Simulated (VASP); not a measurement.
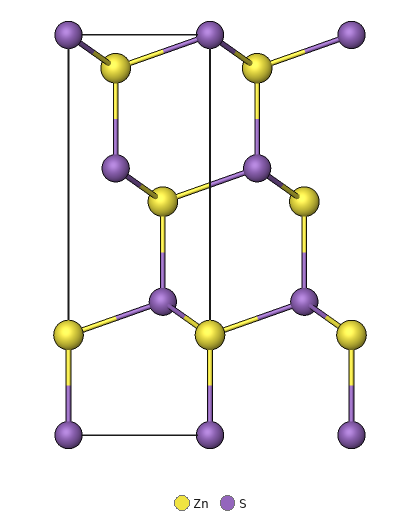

Projection along an edge of the hexagonal mesh, stacking direction [111] upwards. Every atom sits on one of the three columns of the mesh; call them A, B, C in the order in which they first turn up. The box is the hexagonal cell of the face-centred cubic lattice. The sequence starts with the first layer at or above the cell's origin.

System ZnS; source of the atomic positions: the geometry relaxed with VASP Kohn-Sham DFT of a periodic cell, r2SCAN with rVV10, VASP PAW PBE potentials, recommended in VASP.

Q: Read off the stacking sequence over one period.

A: S(A) – Zn(A) – S(B) – Zn(B) – S(C) – Zn(C) (six layers in 9.30 Å).

Q: How are the S layers alone stacked?

A: S layers alone: ABC, the cubic close-packed type.

Q: Which positions between or in the S layers do the other atoms fill?

A: Zn: three tetrahedral sites, counted in one hexagonal cell.

Q: What short polytype symbol fits?

A: Polytype symbol 3C, the symbol of a tetrahedral polytype (number of double layers in the repeat and lattice).
